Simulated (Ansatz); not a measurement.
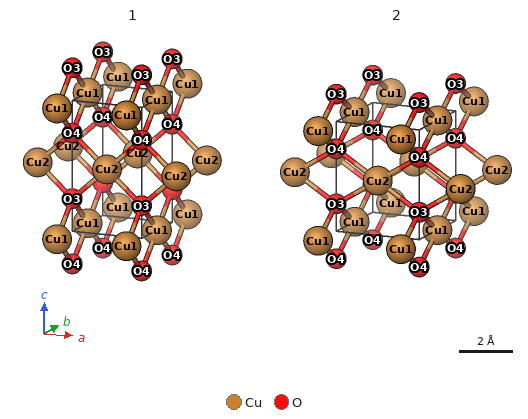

Two geometries of solid CuO (a generated structure, set up in P4_2/mmc), drawn at one scale. One is the start of a relaxation, the other its converged end. The picture is a ball-and-stick view of the cell of the calculation, seen slightly off an axis.

These are results of Kohn-Sham DFT of a periodic cell, LDA, DFT+U, Ansatz PAW in Ansatz 0.2.0, not measurements. Set-up: plane-wave cutoff 420 eV; k-point mesh 8 × 8 × 6; occupations fermi-dirac; smearing width 0.05 eV; no spin polarisation; U = 5.3 eV on Cu d; cell and atoms relaxed; force threshold 0.01 eV/Å; at most 40 steps.

Q: Which of the two is the end point?

A: Structure 1 is the relaxed one. The run lets cell and atoms move. The energy falls by 375 meV per atom in 9 accepted moves (12 points after the start). All forces vanish by symmetry, so only the cell relaxes. The pressure goes from −10.93 to 0.01 GPa. The SCF was repeated 3 times at an unchanged geometry on a basis and grid sized afresh for the cell, which shifted the energy by 14.4 meV per atom at most. No atom moves by more than 0.005 Å relative to the cell. The drawn cell changes as follows: a = b 3.422 → 2.864 Å (−16.3 %), c 4.260 → 5.079 Å (+19.2 %); the volume changes by −16.5 %. Near-neighbour distances that change, for instance: Cu1–O3 2.015 → 1.914 Å. Bond angles that change, for instance: O3–Cu1–O3 116.2° → 96.9°, Cu1–O3–Cu1 116.2° → 96.9°, O3–Cu1–O4 63.8° → 83.1°. The space group stays P4_2/mmc (No. 131).
